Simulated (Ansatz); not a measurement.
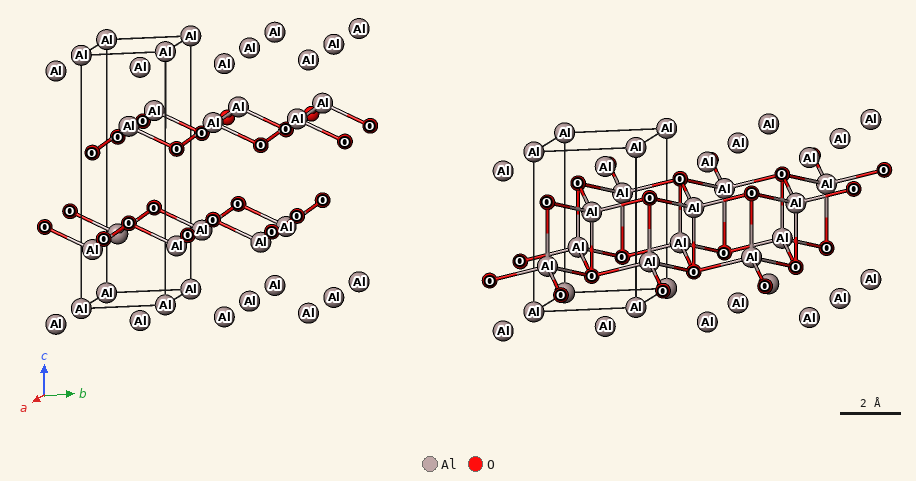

Two geometries of solid Al3O2 (built on the A-type sesquioxide_164 type) (coarse preliminary run), drawn at one scale. One is the start of a relaxation, the other its converged end. The picture is a ball-and-stick view of the cell of the calculation, repeated 2 × 3 × 1 with one cell outlined, seen slightly off an axis.

Method: DFT r2SCAN, scalar-relativistic, plane waves, PAW (Ansatz). Settings: plane-wave cutoff 500 eV; k-point mesh 6 × 6 × 4; occupations gaussian; smearing width 0.1 eV; no spin polarisation; cell and atoms relaxed; force threshold 0.04 eV/Å; at most 70 steps.

Which one is relaxed?

The left one is the relaxed one. Case: anti-A-type sesquioxide type (P-3m1, No. 164). The largest moves relative to the cell, 0.89 Å, are those of O atoms. By element the largest moves are O 0.89 Å, Al 0.74 Å. The drawn cell changes as follows: a = b 3.522 → 2.904 Å (−17.5 %), c 5.480 → 8.674 Å (+58.3 %); the volume changes by +7.6 %. Near-neighbour distances that change, for instance: Al–O 2.192 → 3.323 Å, Al–O 2.121 → 1.809 Å. Bonds break: Al–O (2.19 → 3.32 Å). Among the angles between lasting bonds that change: O–Al–O 112.3° → 106.8°, Al–O–Al 112.3° → 106.8°. The space group stays P-3m1 (No. 164). Over 19 accepted moves (23 points after the start) the energy falls by 1773 meV per atom. The largest force component goes from 0.95 to 0.0068 eV/Å. Pressure: 15.10 GPa at the start and 0.14 GPa at the end. The line search rejected the trial steps at points 13, 21 of the run. The SCF was repeated twice at an unchanged geometry on a basis and grid sized afresh for the cell, which shifted the energy by 68.0 meV per atom at most.
